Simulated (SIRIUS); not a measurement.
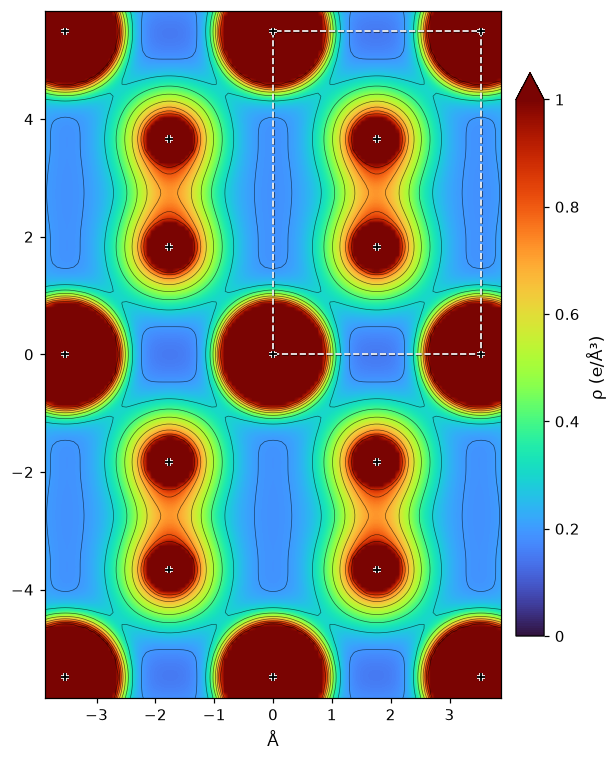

The electron density on a plane through atoms (crosses mark nuclei in the plane).

Level of theory: Kohn-Sham DFT of a periodic cell, LDA, all-electron FP-LAPW in SIRIUS 7.12.0.

Candidates:
A. ZrB2, a = 3.17 Å, b = 3.17 Å, c = 3.53 Å, α = 90.00°, β = 90.00°, γ = 120.00°. Space group P6/mmm.
B. CuO, a = 4.69 Å, b = 3.43 Å, c = 5.13 Å, α = 90.00°, β = 99.65°, γ = 90.00°. Space group Cc; not relaxed (largest force 0.8 eV/Å).

Which candidate gave the map?

Answer. Candidate A: ZrB2 on the (110) plane of the conventional cell, which holds Zr and B. B–B (1.83 Å): ρ is about 0.72 e/Å³ halfway. Zr–B (2.54 Å): ρ at the midpoint is about 0.31 e/Å³.
